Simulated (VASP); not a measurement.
PbSe

```
CELL_PARAMETERS angstrom
2.81405 2.81405 0.00000
-3.32012 3.32012 0.00000
0.00000 0.00000 6.13417
ATOMIC_POSITIONS crystal
Pb 0.00000 0.00000 0.00000
Pb 0.50000 0.50000 0.50000
Se 0.50000 0.50000 0.00000
Se 0.00000 0.00000 0.50000
```

Space group Immm; changed on purpose from its base cell (engineering shear strain xy -0.1650, equal normal strain along x and y +0.0000).

Theory: VASP, Kohn-Sham DFT of a periodic cell, PBE with D3(BJ), VASP PAW PBE potentials, recommended.

Core electrons are frozen (PAW), and the valence fields are smoothed inside the atomic spheres.

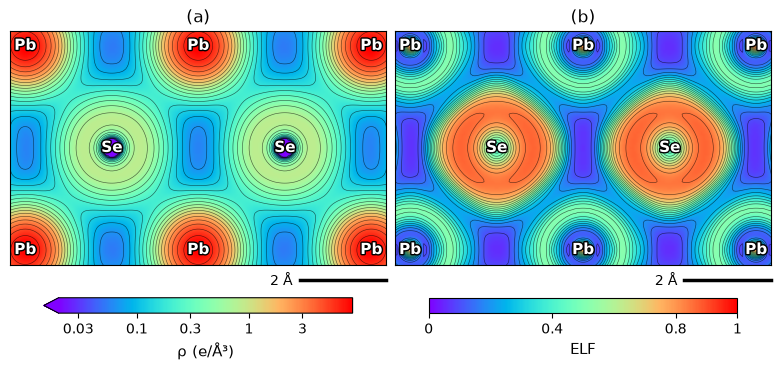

Figure 1. (a) valence pseudo-density; (b) electron localisation function on the (001) plane of the conventional cell.

Question: Describe what can be read from this map.

Answer: Atoms in the plane: Pb and Se.
Pb–Se (3.08 Å): ρ at the midpoint is about 0.21 e/Å³; the ELF is about 0.30 at the midpoint.
Between the atoms the lowest density in this plane is 0.05 e/Å³.

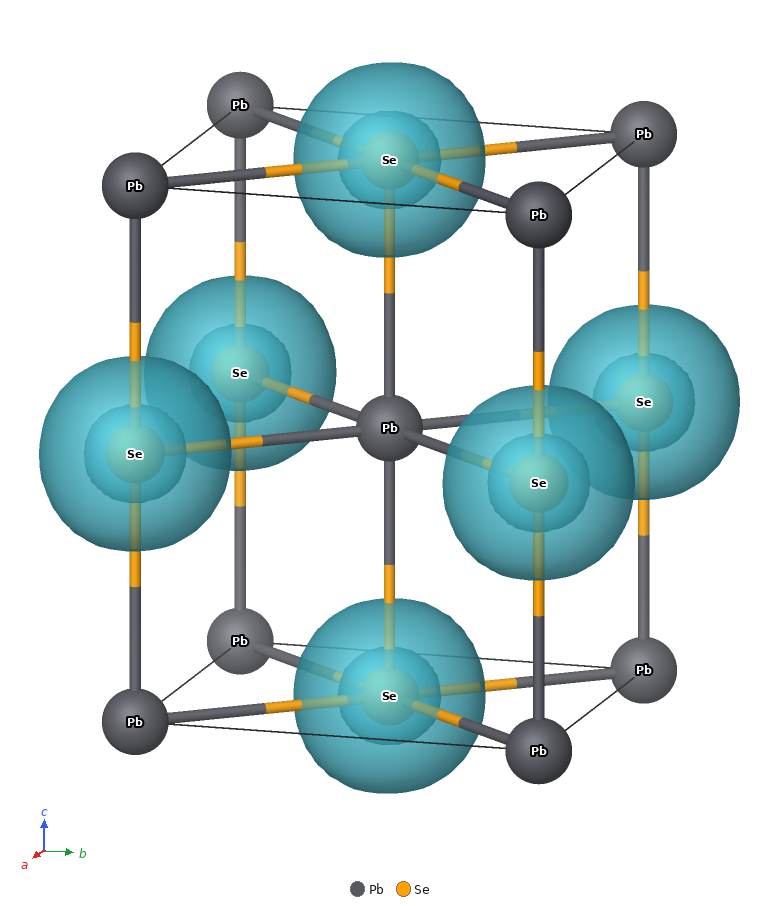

Figure 2. Isosurface of the electron localisation function at 0.8 (cyan), seen slightly off an axis. Only the valence region is drawn (cores and ρ < 0.01 e/Å³ removed). Sticks mark near contacts.

Question: What do the ELF domains correspond to?

Answer: At this value the surface marks out two regions wrapped around Se (the valence shell of each), counted in one cell of 4 atoms. Any copies at cell faces, edges or corners count once.


Pb–Se (3.07 Å): the ELF is about 0.30 at the midpoint.
